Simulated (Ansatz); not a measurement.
## Geometry relaxation of Ti₂O₃ (part 1 of 2)

Ti₂O₃ (10 atoms in the cell), computed with DFT PBEsol, scalar-relativistic, plane waves, PAW, no spin polarisation (Ansatz 0.2.0).

The structure was built on a prototype by a generator; it need not be a known phase. Figures and captions count atoms from 1; the log counts them from 0 in places.

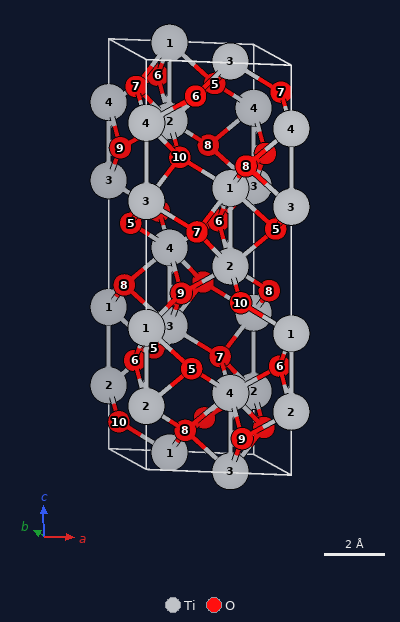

**Figure 1.** The structure as given in the input (ball-and-stick view of the cell 3 times as large as that of the calculation, set on its symmetry axes, seen slightly off an axis; atoms are numbered from 1 in the order of the input). Near neighbours in the crystal (not all of them lie inside the picture): Ti has 6 O at 2.00 to 2.06 Å and 1 Ti at 2.65 Å; O has 4 Ti at 2.00 to 2.06 Å.

The input
```yaml
crystal:
  lattice:
    - [2.5197234241, 1.4547629989, 4.6255736621]
    - [-2.5197234241, 1.4547629989, 4.6255736621]
    - [0.0, -2.9095259927, 4.6255736637]
  atoms:
    - { symbol: Ti, position: [0.3454344728, 0.3454344728, 0.3454344728] }
    - { symbol: Ti, position: [0.1545655272, 0.1545655272, 0.1545655272] }
    - { symbol: Ti, position: [0.6545655272, 0.6545655272, 0.6545655272] }
    - { symbol: Ti, position: [0.8454344728, 0.8454344728, 0.8454344728] }
    - { symbol: O, position: [0.5618179876, 0.9381820124, 0.25] }
    - { symbol: O, position: [0.25, 0.5618179876, 0.9381820124] }
    - { symbol: O, position: [0.9381820124, 0.25, 0.5618179876] }
    - { symbol: O, position: [0.4381820124, 0.0618179876, 0.75] }
    - { symbol: O, position: [0.75, 0.4381820124, 0.0618179876] }
    - { symbol: O, position: [0.0618179876, 0.75, 0.4381820124] }
basis:
  ecutwfc: 420
kpoints:
  mp_grid: { grid: [9, 9, 9] }
hamiltonian:
  xc: pbesol
scf:
  occupations: { method: gaussian, width: 0.1 }
output:
  forces: true
  stress: true
  eigenvalues: true
  write_density: true
  write_potential: true
  elf: true
  volumetric_format: npy
relax:
  adjacent_minimum: "off"
  f_tol: 0.005
  max_steps: 80
  cell: { stress_tol: 0.05 }
```

Hardware: 4 threads of Intel Xeon @ 2.70GHz, 189 GiB of memory available, shared host.

Launched with:
```bash
ansatz run input.yaml --threads 4 --pin off --max-ram 10240MiB --backend cpu --events-out ev --progress --plain --runs-dir out
```

What the program printed
```
Engine: ansatz 0.2.0, x86_64-unknown-linux-gnu
Pseudopotentials: kind: paw
Pseudopotential: Ti, paw, valence charge 12, recommended cutoff 420 eV (normal), Ti.paw.azcp
Pseudopotential: O, paw, valence charge 6, recommended cutoff 420 eV (normal), O.paw.azcp
Functional definition: PBEsol
  exchange = pbesol_x
  correlation = pbesol_c
Crystal: 10 atoms, lattice volume = 101.733 Å³
Basis set: ecut = 420 eV, 1983 PW (Γ), exchange–correlation on 80×80×80 points (8 copies of the dense FFT grid, shifted against one another)
Bands: 52, of which v1, the nominal top of the filled ones, is band 42 counted from 1 (41 counted from 0)
Symmetry: 12 space group operations
Space group: R-3c (ITA 167), of the structure as read, at distance tolerance 4.7e-5 Å
k-points: 85 of 729
Non-local potential: Ti, projectors of the file, l = 0: 3, l = 1: 2, l = 2: 3, l = 3: 1
Non-local potential: O, projectors of the file, l = 0: 2, l = 1: 2, l = 2: 1
PAW form: soft (Blöchl's): semilocal exchange-correlation on the pseudo side does not see the compensation charge
PAW frozen core: Ti, regenerated for the run's functional, and the local potential with it (the file was generated under x = pbe(κ = 0.804, μ = 0.2195149727645171), c = pbe(β = 0.06672455060314922))
PAW frozen core: O, regenerated for the run's functional, and the local potential with it (the file was generated under x = pbe(κ = 0.804, μ = 0.2195149727645171), c = pbe(β = 0.06672455060314922))
PAW one-centre angular grid: Ti, 590 points (default); XC on 64 Gauss nodes
PAW one-centre angular grid: O, 110 points (default); XC on 64 Gauss nodes
Initial density: superposition of atomic densities (neutral atoms: chi_scale 0, normalization atom), corrected by the library's trained network
Initial wavefunctions: pseudopotential atomic-orbital guess
Functional: x = pbesol(κ = 0.804, μ = 0.12345679012345678), c = pbesol(β = 0.046)
SCF iter   1: F=—  HF=-13275.440341 eV  |F-HF|=—  |Δ(HF+E_count)|=         —  Δρ=1.83e-2  dr2=2.51e-1  ethr=1.77e-3  ⟨swp⟩=4.7  Hψ=16241  notcnv=0
preconditioner: auto → LDOS  [metal: Δε(μ)=0.002 eV  Ē_g=9.933 eV  σ=0.100 eV  W_gap=0.01  n_scr=26 (ndim 8)  ℏωp=26.5 eV  f_vac=0.020  D(μ)=4.20/eV (n_scr^D=34)  β→1.0]
SCF iter   2: F=—  HF=-13275.447940 eV  |F-HF|=—  |Δ(HF+E_count)|=   7.60e-3  Δρ=2.05e-2  dr2=2.95e-1  ethr=2.98e-4  ⟨swp⟩=3.0  Hψ=10701  notcnv=0  defer=164
SCF iter   3: F=—  HF=-13275.370305 eV  |F-HF|=—  |Δ(HF+E_count)|=   7.76e-2  Δρ=9.21e-4  dr2=5.55e-4  ethr=2.98e-4  ⟨swp⟩=2.0  Hψ=7152  notcnv=0  defer=164
SCF iter   4: F=—  HF=-13275.370369 eV  |F-HF|=—  |Δ(HF+E_count)|=   6.33e-5  Δρ=2.37e-4  dr2=4.58e-5  ethr=6.61e-7  ⟨swp⟩=2.0  Hψ=7073  notcnv=0  defer=163
SCF iter   5: F=—  HF=-13275.370364 eV  |F-HF|=—  |Δ(HF+E_count)|=   4.80e-6  Δρ=3.53e-5  dr2=4.72e-7  ethr=5.46e-8  ⟨swp⟩=2.7  Hψ=8426  notcnv=0  defer=163
SCF iter   6: F=-13275.370365 eV  HF=-13275.370365 eV  |F-HF|=3.85e-8  |Δ(HF+E_count)|=   7.77e-7  Δρ=7.19e-6  dr2=5.27e-8  ethr=1.19e-10  ⟨swp⟩=15.4  Hψ=30573  notcnv=0
SCF 1 converged in 6 iterations: F = -13275.370365 eV  dr2 = 5.27e-8
  greatest PAW one-centre occupation: 0.999 electrons in one spin orbital (limit 2), on the Ti atom at site 3 (counted from 0), in its partial waves of l = 0
relax step   1: F+E_penalty+E_count = -13275.37036451 eV  Δ(F+E_penalty+E_count) = +0.000e0 eV  max|allowed force component| = 6.596e-3 eV/Å  Δτ_max = 0.0000 Å  P = -0.016 GPa  Ω = 101.733 Å³  (6 SCF iters, dr2 threshold 1.00e-7 eV, accepted)
Crystal: 10 atoms, lattice volume = 101.730 Å³
Initial density: handed on by an earlier stage of this run
Initial wavefunctions: those handed on with the density
iter 1 solved again at ethr=6.31e-10 eV; its pass at ethr=3.10e-3 eV (dr2=5.30e-7 eV) is discarded
SCF iter   1: F=—  HF=-13275.370385 eV  |F-HF|=—  |Δ(HF+E_count)|=         —  Δρ=2.18e-5  dr2=6.90e-7  ethr=6.31e-10  ⟨swp⟩=2.2  Hψ=20556  notcnv=0
preconditioner: auto → LDOS  [metal: Δε(μ)=0.003 eV  Ē_g=9.999 eV  σ=0.100 eV  W_gap=0.02  n_scr=26 (ndim 8)  ℏωp=26.5 eV  f_vac=0.016  D(μ)=4.33/eV (n_scr^D=34)  β→1.0]
SCF iter   2: F=—  HF=-13275.370384 eV  |F-HF|=—  |Δ(HF+E_count)|=   7.26e-7  Δρ=1.85e-5  dr2=4.38e-7  ethr=6.31e-10  ⟨swp⟩=2.0  Hψ=7681  notcnv=0
SCF iter   3: F=-13275.370384 eV  HF=-13275.370384 eV  |F-HF|=1.70e-9  |Δ(HF+E_count)|=   1.77e-7  Δρ=1.76e-6  dr2=2.26e-9  ethr=3.24e-12  ⟨swp⟩=7.0  Hψ=28746  notcnv=0
SCF 2 converged in 3 iterations: F = -13275.370384 eV  dr2 = 2.26e-9
relax step   2: F+E_penalty+E_count = -13275.37038398 eV  Δ(F+E_penalty+E_count) = -1.948e-5 eV  max|allowed force component| = 4.864e-3 eV/Å  Δτ_max = 0.0001 Å  P = -0.005 GPa  Ω = 101.730 Å³  energy of the carried Pulay correction = +1.590e-5 eV  (3 SCF iters, dr2 threshold 2.72e-9 eV, accepted)
Initial wavefunctions: pseudopotential atomic-orbital guess (no wavefunctions were taken with the density)
iter 1 solved again at ethr=7.17e-9 eV; its pass at ethr=3.10e-3 eV (dr2=6.02e-6 eV) is discarded
SCF iter   1: F=—  HF=-13275.370350 eV  |F-HF|=—  |Δ(HF+E_count)|=         —  Δρ=1.83e-6  dr2=2.11e-9  ethr=7.17e-9  ⟨swp⟩=5.7  Hψ=31879  notcnv=0
preconditioner: auto → LDOS  [metal: Δε(μ)=0.018 eV  Ē_g=10.003 eV  σ=0.100 eV  W_gap=0.10  n_scr=26 (ndim 8)  ℏωp=26.5 eV  f_vac=0.016  D(μ)=4.33/eV (n_scr^D=34)  β→1.0]
SCF iter   2: F=—  HF=-13275.370349 eV  |F-HF|=—  |Δ(HF+E_count)|=   1.35e-6  Δρ=1.32e-6  dr2=1.68e-9  ethr=2.52e-12  ⟨swp⟩=3.1  Hψ=9107  notcnv=0
SCF iter   3: F=-13275.370349 eV  HF=-13275.370349 eV  |F-HF|=0.00e0  |Δ(HF+E_count)|=  7.75e-10  Δρ=1.79e-7  dr2=1.55e-11  ethr=1.00e-12  ⟨swp⟩=8.0  Hψ=24067  notcnv=0
SCF 3 converged in 3 iterations: F = -13275.370349 eV  dr2 = 1.55e-11
  greatest PAW one-centre occupation: 0.999 electrons in one spin orbital (limit 2), on the Ti atom at site 2 (counted from 0), in its partial waves of l = 0
relax step   3: F+E_penalty+E_count = -13275.37034877 eV  Δ(F+E_penalty+E_count) = +3.522e-5 eV  max|allowed force component| = 4.832e-3 eV/Å  Δτ_max = 0.0000 Å  P = -0.006 GPa  Ω = 101.730 Å³  stress off target by 2.08e-2 GPa  SCF on the basis re-selected at this cell (its energy is not comparable with the rows above)  (3 SCF iters)
```

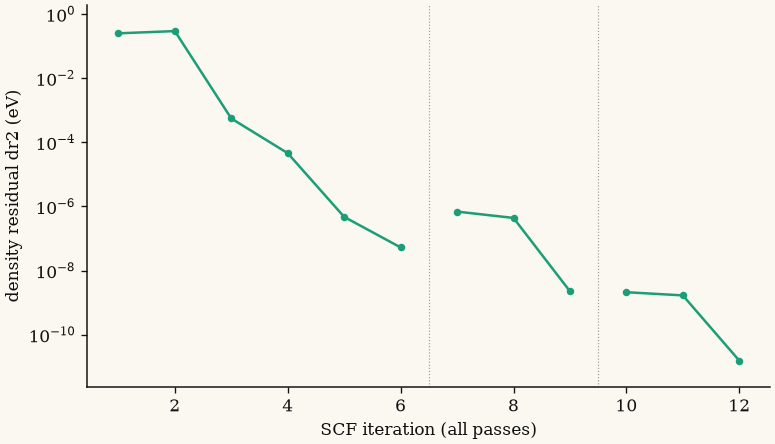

**Figure 2.** Convergence of the self-consistent field: density residual dr2 against the SCF iteration. The dotted lines part the SCF passes of the relaxation: geometry steps, rejected trials and re-solves on a re-selected basis. The passes take 6, 3 and 3 iterations.

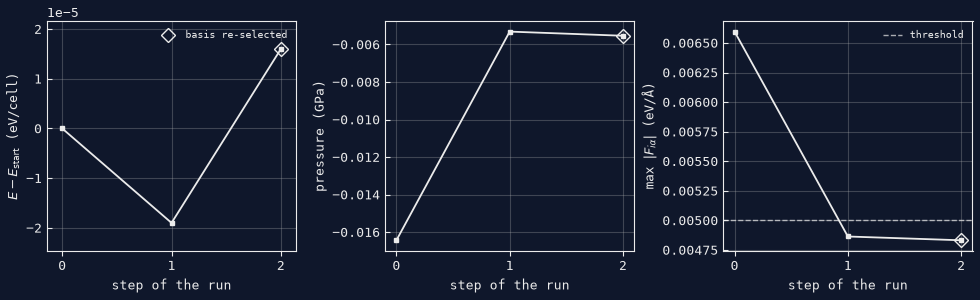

**Figure 3.** Progress of the relaxation, step by step (the first geometry is step 0 here and step 1 in the log). After 1 geometry step the energy has fallen by next to nothing (0.0 meV per cell of the calculation). Largest force component: 0.0066 eV/Å at the start, 0.0048 eV/Å at the end. The pressure goes from −0.02 to −0.01 GPa. No atom moves by more than 0.005 Å. The cell stays as it was. The space group stays R-3c (No. 167). A last SCF at the same geometry on a re-selected plane-wave basis shifts the energy by +0.0 meV per cell of the calculation.

```
basis re-selected at this cell: Δ(F+E_penalty+E_count) = +3.522e-5 eV, ΔP = -0.000 GPa vs the last step (what re-selecting the basis moved, of the pressure what is left beyond the Pulay correction that the steps carried, after the strain that the cell walked since its last selection, with what the two solves' SCF thresholds leave and, on support functions, any second-order correction that the steps lacked; it is no measure of the basis error at this ecutwfc). This SCF's stress stands 2.08e-2 GPa from its target on what of the cell is left free (relax.cell.stress_tol is 5.00e-2 GPa) and its largest allowed force component is 4.83e-3 eV/Å (relax.f_tol is 5.00e-3 eV/Å): within both
SCF converged after 3 iterations
Free energy (F): -13275.370349 eV
Harris-Foulkes:  -13275.370349 eV  (|F-HF|=0.00e0)
Internal energy: -13275.348715 eV  (E = F + TS)
E sigma→0 (E₀):  -13275.359532 eV
Entropy (-TS):   -0.021633 eV (-2.163 meV/atom)
Fermi energy:    13.767224 eV
--- Per-component energies (eV) ---
  E_band       = -603.202941
  E_kinetic    = 2149.478684
  E_local      = -5132.891816  (includes V_loc(G=0)·N_el)
  E_nonlocal   = 320.078828
  E_hartree    = 2003.184000
  E_xc         = -829.615088
  E_vxc        = -1054.880603  (∫ρ·V_xc dr)
  E_paw        = -5001.679574  (= ΣΔE_a)
  E_vpaw       = -891.371410  (= ΣTr[D̂ρ^β])
  E_aug_tail   = 0.015374  (compensation charges beyond the density's cutoff)
  E_ewald      = -6784.688389
  E_core_change = 0.769265  (= ΣΔE_core)
  E_smearing   = -0.021633  (= −TS)
  E_closure    = 0.000000  (closes the sum)
  Σ components = -13275.370349   (vs F -13275.370349, Δ=0.00e0)
--- Forces (eV/Å), atoms counted from 1 ---
  atom   1  Ti    -0.00000000    -0.00000000    -0.00483190
  atom   2  Ti    -0.00000000     0.00000000     0.00483190
  atom   3  Ti     0.00000000     0.00000000     0.00483190
  atom   4  Ti     0.00000000    -0.00000000    -0.00483190
  atom   5  O     -0.00300647    -0.00000000    -0.00000000
  atom   6  O      0.00150323    -0.00260368     0.00000000
  atom   7  O      0.00150323     0.00260368    -0.00000000
  atom   8  O      0.00300647     0.00000000     0.00000000
  atom   9  O     -0.00150323     0.00260368    -0.00000000
  atom  10  O     -0.00150323    -0.00260368     0.00000000
  max |Σ_I F_I| component: 1.73e-18 eV/Å
--- Stress (GPa, compression-positive) ---
        0.002116      -0.000000      -0.000000
       -0.000000       0.002116      -0.000000
       -0.000000      -0.000000      -0.020836
  P = ⅓ Tr σ = -0.0055 GPa (-0.055 kbar)
--- Band table (eV; the first three rows and the last of 85) ---
```
